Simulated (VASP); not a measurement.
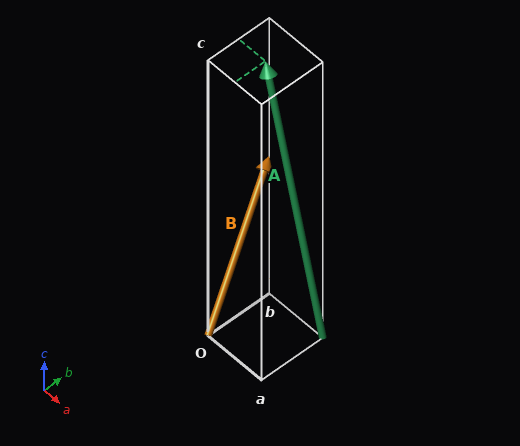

Crystal: BN, an entry of the Crystallography Open Database, as set up for an electronic-structure calculation. Each arrow starts at a corner of the unit cell and ends on its surface; where a tip isn't a corner, dashed lines run from it parallel to the axes. All values are computed from the atomic coordinates in the standard setting (tolerance 0.002 Å).

a = 2.510 Å, b = 2.510 Å, c = 6.690 Å, α = 90.00°, β = 90.00°, γ = 120.00°.

Which lattice directions are drawn?

Answer. Arrow A runs from (1, 1, 0) to (1/2, 1/2, 1), so [−1 −1 2], in four indices [−1 −1 2 6]; Arrow B runs from (0, 0, 0) to (0, 1, 1/2), so [0 2 1], in four indices [−2 4 −2 3].

How long is the vector ua + vb + wc in each case, and what angles do the directions make?

Answer. A 13.613 Å; B 8.364 Å. A–B: 43.0°.
